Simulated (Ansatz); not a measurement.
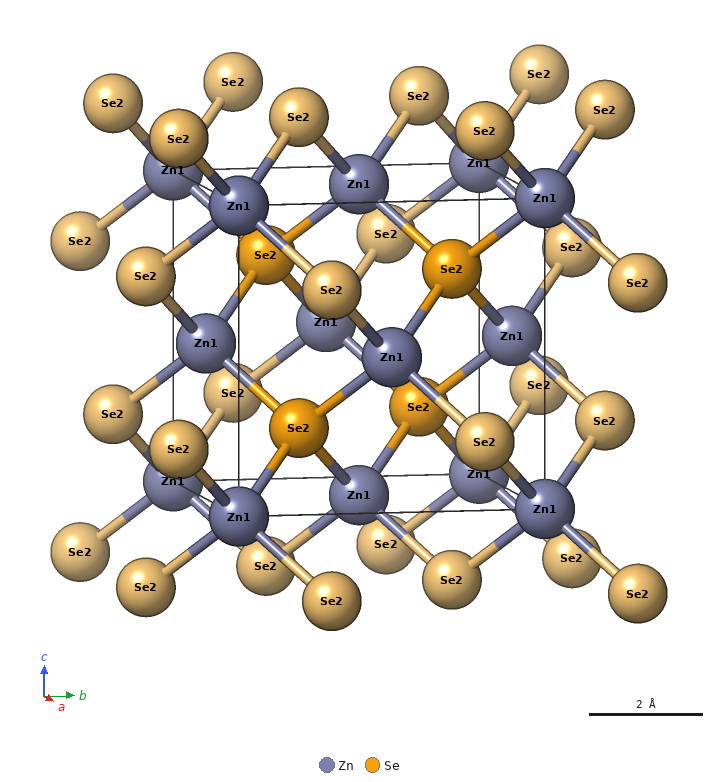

*The structure as given in the input (ball-and-stick view of the cell 4 times as large as that of the calculation, set on its symmetry axes, seen slightly off an axis; neighbours outside the cell are drawn fainter; atoms are numbered from 1 in the order of the input). An atom can appear more than once, as a periodic image.*

Near neighbours in the periodic cell (some may lie outside the picture): Zn has 4 Se at 2.41 Å; Se has 4 Zn at 2.41 Å.

Run report: ZnSe, phonon calculation

System: ZnSe (F-43m, 2 atoms in the cell).
Method: DFT LDA, scalar-relativistic, plane waves, PAW, no spin polarisation (Ansatz 0.2.0).

It belongs to a series of runs on one base structure; here: zone-centre phonons and field response at this volume. Figures and captions count atoms from 1; the log counts them from 0 in places.

## Input
```yaml
crystal:
  lattice:
    - [0.0, 2.7816, 2.7816]
    - [2.7816, 0.0, 2.7816]
    - [2.7816, 2.7816, 0.0]
  atoms:
    - { symbol: Zn, position: [0.0, 0.0, 0.0] }
    - { symbol: Se, position: [0.25, 0.25, 0.25] }
basis:
  ecutwfc: 420
kpoints:
  mp_grid: { grid: [6, 6, 6] }
hamiltonian:
  xc: lda
scf:
  occupations: { method: fixed }
output:
  eigenvalues: true
phonons:
  method: dfpt
  dielectric: true
  rigid_motions: translations
  eigenvectors: true
```

Launched with:
```bash
ansatz run input.yaml --threads 4 --pin off --max-ram 12288MiB --backend cpu --events-out ev --progress --plain --runs-dir out
```

## The program's output
```
Engine: ansatz 0.2.0, x86_64-unknown-linux-gnu
Pseudopotentials: kind: paw
Pseudopotential: Zn, paw, valence charge 12, recommended cutoff 420 eV (normal), Zn.paw.azcp
Pseudopotential: Se, paw, valence charge 16, recommended cutoff 420 eV (normal), Se.paw.azcp
Functional definition: SPW92
  exchange = slater_x
  correlation = pw_c
Crystal: 2 atoms, lattice volume = 43.044 Å³
Basis set: ecut = 420 eV, 869 PW (Γ), exchange–correlation on 54×54×54 points (8 copies of the dense FFT grid, shifted against one another)
Bands: 18, of which v1, the nominal top of the filled ones, is band 14 counted from 1 (13 counted from 0)
Symmetry: 24 space group operations
k-points: 46 of 216 (irreducible under 4 space group operations, time reversal used)
Non-local potential: Zn, projectors of the file, l = 0: 2, l = 1: 2, l = 2: 3, l = 3: 1
Non-local potential: Se, projectors of the file, l = 0: 2, l = 1: 2, l = 2: 3, l = 3: 1
PAW form: soft (Blöchl's): semilocal exchange-correlation on the pseudo side does not see the compensation charge
PAW frozen core: Zn, regenerated for the run's functional, and the local potential with it (the file was generated under x = pbe(κ = 0.804, μ = 0.2195149727645171), c = pbe(β = 0.06672455060314922))
PAW frozen core: Se, regenerated for the run's functional, and the local potential with it (the file was generated under x = pbe(κ = 0.804, μ = 0.2195149727645171), c = pbe(β = 0.06672455060314922))
PAW one-centre angular grid: Zn, 590 points (default); XC on 64 Gauss nodes
PAW one-centre angular grid: Se, 590 points (default); XC on 64 Gauss nodes
Initial density: superposition of atomic densities (neutral atoms: chi_scale 0, normalization atom), corrected by the library's trained network
Initial wavefunctions: pseudopotential atomic-orbital guess
Functional: x = slater, c = lda
SCF iter   1: F=—  HF=-8630.845852 eV  |F-HF|=—  |Δ(HF+E_count)|=         —  Δρ=5.24e-3  dr2=6.29e-3  ethr=1.77e-3  ⟨swp⟩=5.0  Hψ=3818  notcnv=0  defer=79
preconditioner: auto → none  [insulator: Δε(μ)=1.226 eV  Ē_g=12.140 eV  n_scr=14 (ndim 8)  ℏωp=24.0 eV  f_vac=0.102  ε∞_Penn≈4.9]
SCF iter   2: F=—  HF=-8630.843906 eV  |F-HF|=—  |Δ(HF+E_count)|=   1.95e-3  Δρ=1.98e-3  dr2=8.41e-4  ethr=2.25e-5  ⟨swp⟩=2.0  Hψ=1665  notcnv=0  defer=86
SCF iter   3: F=—  HF=-8630.843793 eV  |F-HF|=—  |Δ(HF+E_count)|=   1.12e-4  Δρ=1.45e-3  dr2=3.93e-4  ethr=3.00e-6  ⟨swp⟩=2.0  Hψ=1298  notcnv=0  defer=86
SCF iter   4: F=—  HF=-8630.843686 eV  |F-HF|=—  |Δ(HF+E_count)|=   1.08e-4  Δρ=2.33e-4  dr2=1.82e-5  ethr=1.40e-6  ⟨swp⟩=2.0  Hψ=1290  notcnv=0  defer=86
SCF iter   5: F=—  HF=-8630.843678 eV  |F-HF|=—  |Δ(HF+E_count)|=   8.03e-6  Δρ=2.00e-5  dr2=1.90e-7  ethr=6.51e-8  ⟨swp⟩=2.0  Hψ=1201  notcnv=0
SCF iter   6: F=—  HF=-8630.843677 eV  |F-HF|=—  |Δ(HF+E_count)|=   1.58e-7  Δρ=4.75e-6  dr2=5.96e-9  ethr=6.78e-10  ⟨swp⟩=2.1  Hψ=1478  notcnv=0
SCF iter   7: F=—  HF=-8630.843677 eV  |F-HF|=—  |Δ(HF+E_count)|=   1.37e-8  Δρ=2.16e-6  dr2=8.71e-10  ethr=2.13e-11  ⟨swp⟩=2.1  Hψ=1479  notcnv=0
SCF iter   8: F=—  HF=-8630.843677 eV  |F-HF|=—  |Δ(HF+E_count)|=  5.82e-10  Δρ=2.84e-7  dr2=2.96e-11  ethr=1.00e-12  ⟨swp⟩=5.8  Hψ=5146  notcnv=0
SCF iter   9: F=-8630.843677 eV  HF=-8630.843677 eV  |F-HF|=5.46e-12  |Δ(HF+E_count)|=  1.04e-10  Δρ=6.07e-8  dr2=1.13e-12  ethr=1.00e-12  ⟨swp⟩=6.0  Hψ=3784  notcnv=0
SCF 1 converged in 9 iterations: F = -8630.843677 eV  dr2 = 1.13e-12
  greatest PAW one-centre occupation: 1.000 electrons in one spin orbital (limit 2), on the Se atom at site 1 (counted from 0), in its partial waves of l = 2
NSCF: frozen V_eff on 2 k-points
DFPT response loops at Γ: preconditioner auto → none (the input reference at scf.mixing.eps_inf says where Resta's filter doesn't serve); β = 0.50; Broyden in place of MSR1
── the response to a field inside a basis, on 8×8×8 k-points: an SCF that follows is theirs, and a resumed run solves both again ──
Bands: 15, of which v1, the nominal top of the filled ones, is band 14 counted from 1 (13 counted from 0)
k-points: 60
Initial density: handed on by an earlier stage of this run
Initial wavefunctions: pseudopotential atomic-orbital guess (no wavefunctions were taken with the density)
Eigensolver: Dense (60 Hₖ)
SCF iter   1: F=—  HF=-8630.849604 eV  |F-HF|=—  |Δ(HF+E_count)|=         —  Δρ=2.47e-4  dr2=3.75e-5  ethr=1.00e-1
preconditioner: auto → none  [insulator: Δε(μ)=1.353 eV  Ē_g=9.710 eV  n_scr=14 (ndim 8)  ℏωp=24.0 eV  f_vac=0.092  ε∞_Penn≈7.1]
SCF iter   2: F=—  HF=-8630.849590 eV  |F-HF|=—  |Δ(HF+E_count)|=   1.43e-5  Δρ=9.05e-5  dr2=2.00e-6  ethr=1.34e-7
SCF iter   3: F=—  HF=-8630.849589 eV  |F-HF|=—  |Δ(HF+E_count)|=   3.33e-7  Δρ=3.77e-5  dr2=3.78e-7  ethr=7.16e-9
SCF iter   4: F=-8630.849589 eV  HF=-8630.849589 eV  |F-HF|=4.01e-9  |Δ(HF+E_count)|=   7.01e-9  Δρ=3.65e-6  dr2=3.21e-9  ethr=1.35e-9
SCF 1 converged in 4 iterations: F = -8630.849589 eV  dr2 = 3.21e-9
DFPT response loops at Γ: mixed as the last ones told, above
WARN: field response: ε∞ stands inside a basis, on 8×8×8 points; the force constants stand on the 6×6×6 k-mesh, whose period is 9.87 times the interband length at k = (0.0000, 0.0000, 0.0000), direct gap 1.257 eV, under 14: take them and everything formed from them as unconverged, and compare with a denser kpoints.mp_grid
SCF converged after 9 iterations
Free energy (F): -8630.843677 eV
Harris-Foulkes:  -8630.843677 eV  (|F-HF|=5.46e-12)
Internal energy: -8630.843677 eV  (E = F + TS)
E sigma→0 (E₀):  -8630.843677 eV
Fermi energy:    7.245411 eV
--- Per-component energies (eV) ---
  E_band       = -376.629303
  E_kinetic    = 252.235382
  E_local      = -4319.539139  (includes V_loc(G=0)·N_el)
  E_nonlocal   = 27.331494
  E_hartree    = 2000.082871
  E_xc         = -239.836007
  E_vxc        = -152.954452  (∫ρ·V_xc dr)
  E_paw        = -3582.887276  (= ΣΔE_a)
  E_vpaw       = -183.867303  (= ΣTr[D̂ρ^β])
  E_aug_tail   = -0.000964  (compensation charges beyond the density's cutoff)
  E_ewald      = -2772.004542
  E_core_change = 3.774504  (= ΣΔE_core)
  E_smearing   = -0.000000  (= −TS)
  E_closure    = 0.000000  (closes the sum)
  Σ components = -8630.843677   (vs F -8630.843677, Δ=0.00e0)
--- Band table (eV; the first three rows and the last of 46) ---
  k-point 0: bands = ["-39.9196", "-39.9196", "-39.9196", "-39.9140", "-39.9140", "-6.4475", "0.3667", "0.3667", "0.3667", "0.7784", "0.7784", "7.2454", "7.2454", "7.2454", "8.5026", "12.9402", "12.9402", "12.9402"]
  k-point 1: bands = ["-39.9196", "-39.9196", "-39.9196", "-39.9140", "-39.9140", "-6.2532", "0.3774", "0.3964", "0.3964", "0.7762", "0.7762", "5.2016", "6.9630", "6.9630", "9.7922", "13.0499", "13.3731", "13.3731"]
  k-point 2: bands = ["-39.9196", "-39.9194", "-39.9194", "-39.9140", "-39.9140", "-5.8127", "0.4458", "0.4458", "0.5301", "0.7855", "0.7855", "2.8973", "6.4919", "6.4919", "9.8480", "13.6439", "13.6439", "14.8421"]
  k-point 45: bands = ["-39.9195", "-39.9194", "-39.9192", "-39.9140", "-39.9139", "-5.3308", "0.4830", "0.5515", "0.7352", "0.7691", "1.0565", "2.1445", "4.1255", "5.1608", "12.0519", "12.6597", "14.4008", "16.1812"]
--- Phonons (Γ-DFPT): 2 representative perturbations + reference, on 46 of 216 k-points (Σ response iterations 7) ---
  k mesh reduced under 4 symmetry operations, with k and −k counted as one. Each operation leaves every solved perturbation unchanged. A smaller set is not considered because the run solves the response to a homogeneous field
  ASR residual: 1.106e-5 → 0.000e0 eV/Å²; symmetrization residual: 1.132e-6 eV/Å²
  ASR residual per site (eV/Å²): 1.11e-5 2.18e-6
  Γ frequencies (cm⁻¹): 0.00 0.00 0.00 218.69 218.69 218.69
  ε∞ (high-frequency dielectric tensor):
        7.511629    -0.000000     0.000000
       -0.000000     7.511629     0.000000
        0.000000     0.000000     7.511629
  ε⁰ (static dielectric tensor: ions relaxed, cell fixed):
       10.102708     0.000000     0.000000
        0.000000    10.102708     0.000000
        0.000000     0.000000    10.102708
  ε⁰ − ε∞ (ionic part):
        2.591080     0.000000     0.000000
        0.000000     2.591080     0.000000
        0.000000     0.000000     2.591080
  softest optical mode at Γ: 218.69 cm⁻¹; the repairs (sum rule, projections) moved no ω² at Γ by more than (0.27 cm⁻¹)²
  Born effective charges Z* (e; rows j = field, columns β = displacement):
    site 0:
         1.96910    0.00000   -0.00000
         0.00000    1.96910    0.00000
         0.00000   -0.00000    1.96910
    site 1:
        -1.96910   -0.00000    0.00000
        -0.00000   -1.96910   -0.00000
        -0.00000    0.00000   -1.96910
  Z* charge neutrality: 2.351e-4 e pre-enforcement
  solved inside a basis spanned on kpoints, on 8×8×8 k-points transformed towards the longest dipole: ε∞ is read to err by 2.0e-2, Z* by 1.7e-2 e (field_mesh: kpoints solves on kpoints); Z* is corrected for what the basis lacks
  optical modes at Γ without the LO–TO term, one row a degenerate level:
      ω (cm⁻¹)  modes    IR ((D/Å)²/amu)
        218.69      3             7.5029
  optical modes at Γ + LO–TO along q̂ = [1.0000, 0.0000, 0.0000]:
      ω (cm⁻¹)  modes    IR ((D/Å)²/amu)
        218.69      2             5.0019
        253.62      1             2.5010
  optical modes at Γ + LO–TO along q̂ = [0.0000, 1.0000, 0.0000]:
      ω (cm⁻¹)  modes    IR ((D/Å)²/amu)
        218.69      2             5.0019
        253.62      1             2.5010
  optical modes at Γ + LO–TO along q̂ = [0.0000, 0.0000, 1.0000]:
      ω (cm⁻¹)  modes    IR ((D/Å)²/amu)
        218.69      2             5.0019
        253.62      1             2.5010
```

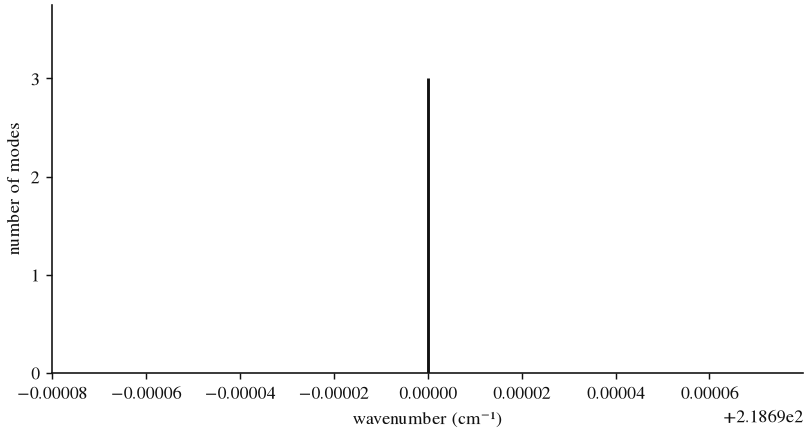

*Optical phonons at the zone centre (no LO–TO term); neighbouring modes closer than 3 cm⁻¹ are counted in one stick.*

3 modes from 219 to 219 cm⁻¹, none imaginary.

## Results in brief

```tsv
quantity	value
outcome	converged
space group (tolerance 0.01 Å)	F-43m (216)
electrons treated	28
free energy	−8630.8437 eV
Fermi energy	7.245 eV
gap on the k-point mesh	1.26 eV
ε∞ (xx, yy, zz)	7.51, 7.51, 7.51
Born charges (mean of the diagonal)	Zn1 (1.97 e); Se2 (−1.97 e)
hardware	4 threads of Intel Xeon (Granite Rapids), 192 GiB of memory available, shared host
wall time	7 s (CPU time 23 s)
peak memory	0.58 GiB
```

Warnings of the run: the k-point mesh is coarse for the field response.
